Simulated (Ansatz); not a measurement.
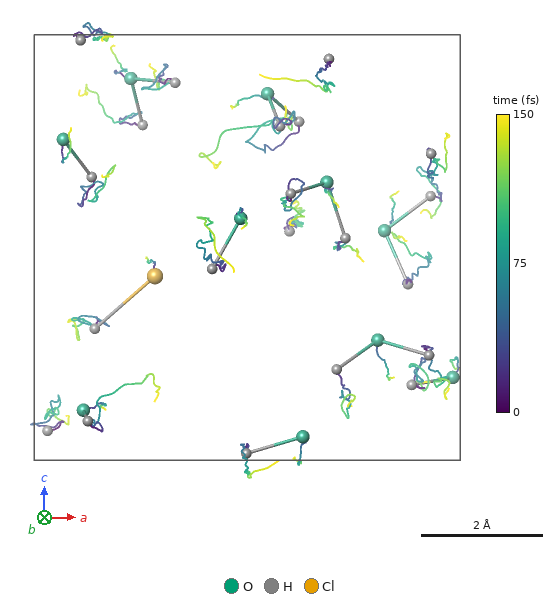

A Born-Oppenheimer molecular dynamics run of a periodic cell with 10 H2O + 1 HCl at 1.025 g/cm³, 150 fs long. Lines trace each atom's path, coloured by time; spheres stand at the starting positions. Seen along the b axis in the simulation cell.

Computed with Ansatz 0.2.0, DFT PBEsol, scalar-relativistic, plane waves, PAW. Set-up: plane-wave cutoff 420 eV; k-point mesh 1 × 1 × 1; Fermi-Dirac smearing 0.02 eV; low-accuracy preset; Langevin thermostat (NVT); set temperature 400 K; time step 0.5 fs; friction 0.02 per fs.

How do the atoms move?

Answer. In the second half of the run the atoms are, in the root-mean-square, this far from where they began (common drift taken out): H 0.74 Å, O 0.52 Å, Cl 0.37 Å. The heavy atoms stay within a fraction of a molecule's size of their starting places; so short a run doesn't tell a liquid from a solid. Bond changes: one H–O bond forms at about 62 fs.

Limits of the set-up: the program's low-accuracy preset was used; the periodic images lie only 7.1 Å apart, so the values are limited by the cell's size.
